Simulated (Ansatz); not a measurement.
SnSe

The calculation's input:

```
crystal:
  lattice:
    - [0.0, 3.01, 3.01]
    - [3.01, 0.0, 3.01]
    - [3.01, 3.01, 0.0]
  atoms:
    - { symbol: Sn, position: [-0.049833887, 0.0166112957, -0.0166112957] }
    - { symbol: Se, position: [0.5, 0.5, 0.5] }
basis:
  ecutwfc: 420
kpoints:
  mp_grid: { grid: [8, 8, 8] }
hamiltonian:
  xc: lda
scf:
  occupations: { method: gaussian, width: 0.05 }
output:
  forces: true
  stress: true
  eigenvalues: true
  write_density: true
  write_potential: true
  elf: true
  volumetric_format: npy
```

Run with:

```sh
ansatz run input.yaml --threads 1 --pin off --max-ram 2560MiB --backend cpu --events-out ev --progress --plain --runs-dir out
```

Below, planes, directions and counts refer to the conventional cell (a = 6.02 Å, b = 6.02 Å, c = 4.26 Å, α = 90.00°, β = 135.00°, γ = 90.00°).

Space group Cm; changed on purpose from its base cell (atom 1 (Sn) moved by (-0.200, -0.100) A along y and z); computed pressure about −3 GPa in this cell.

Level of theory: DFT LDA, scalar-relativistic, plane waves, PAW in Ansatz.

Q: Predict the valence pseudo-density and electron localisation function between the atoms.

A: Sn–Se (3.02 Å): ρ at the midpoint is about 0.22 e/Å³; the ELF is about 0.40 at the midpoint.

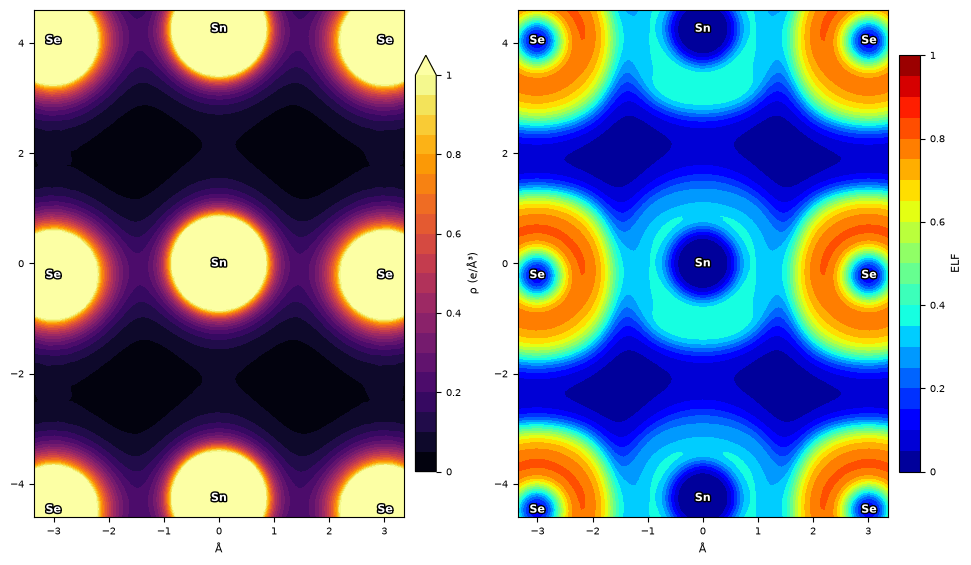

Computed valence pseudo-density and electron localisation function on the (101̄) plane of the conventional cell, in this order. 

In a PAW calculation such maps are meaningful between the atoms, not at the nuclei.
